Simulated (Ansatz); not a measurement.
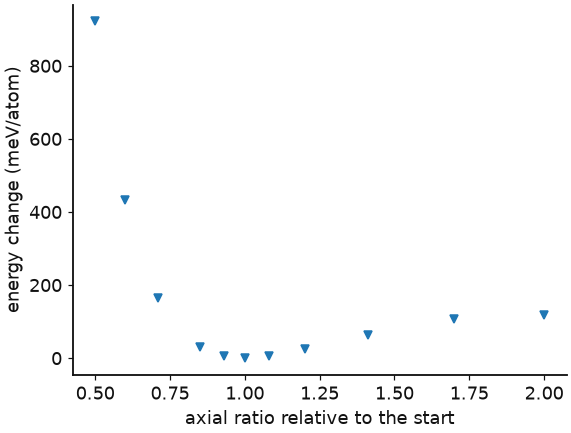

**Figure.** Energy change against relative axial ratio for Li, space group Im-3m (No. 229).

The energy change is 921 meV/atom at relative axial ratio 0.50 and 119 meV/atom at 2.00; the lowest computed point is at relative axial ratio 1.00 (0 meV/atom), and no other minimum shows.

Calculation (Ansatz 0.2.0): deformation of a crystal at fixed volume, lengths along the axis scaled against those across it, fractional coordinates fixed, by plane-wave density functional theory with PAW datasets, free energies less that of the undisturbed cell; scalar-relativistic. Level: PBE, no spin polarisation.

wave cutoff 420 eV; k mesh 22×22×22; occupations Gaussian; smearing width 0.15 eV; k shift (0, 0, 0) (mesh steps); start as given; path trigonal; axis direction (0.5774, 0.5774, 0.5774) (Cartesian unit vector).

Starting cell:
```yaml
crystal:
  lattice:
    - [-1.75000, 1.75000, 1.75000]
    - [1.75000, -1.75000, 1.75000]
    - [1.75000, 1.75000, -1.75000]
  atoms:
    - { symbol: Li, position: [0.00000, 0.00000, 0.00000] }
```

Caveats: reference crystal is not relaxed.
